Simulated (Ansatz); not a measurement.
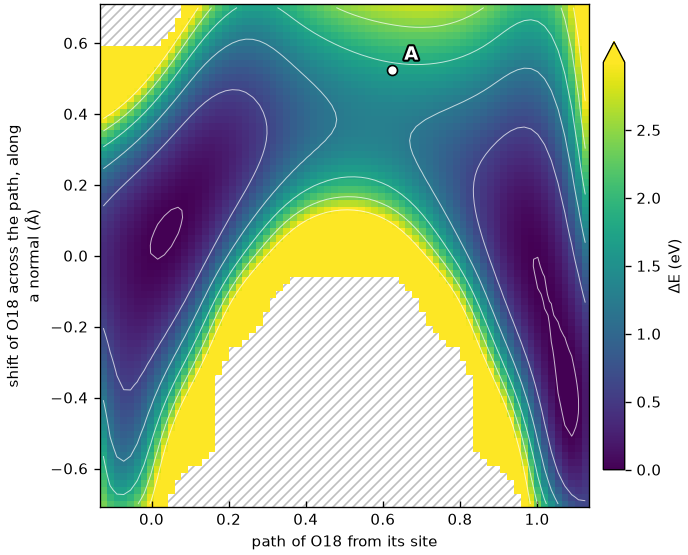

LiNbO₃ (R-3c phase) with one O vacancy (19 atoms in the cell, cell charge +2). 
- An atom moved over a plane that holds its own site and a neighbouring vacancy (x along [1 0 0], y along [0 1 1], z along [0 −2 1] of the conventional cell).
- The first coordinate is: path of O18 from its site (0) to the vacancy (1), 2.820 Å; the second: shift of O18 across the path, along a normal.
- Nothing is relaxed (all other atoms held at the sites of the perfect crystal).
- Grid: 11 × 9 points; 76 points were computed and 1 follow by symmetry. At 22 points there is no value (left out of the scan, as a rule where atoms come close).
- Points are written as (first, second).
- Energies: eV per cell, counted from the lowest grid point.
- The cell is charged on a uniform background, without a charge correction.
- Level of theory: DFT PBE, scalar-relativistic, plane waves, PAW (Ansatz 0.2.0). Settings: cutoff 420 eV, k-mesh 4×4×4, gaussian smearing 0.05 eV, no spin polarisation.

Drawn: a smooth colour map with a few white contour lines, one colour for all values above the top of the scale, hatched blanks where no value was computed, the point A. Between grid points the surface is interpolated.

Q: Which way does the force act at A, and how strong is it?

A: A, at (0.625, 0.525 Å), is not a stationary point. The computed force is 0.79 eV for each unit of the axis towards smaller values of the first coordinate and 4.5 eV for each Å towards smaller values of the second coordinate.

PAW datasets: the set soft_1.
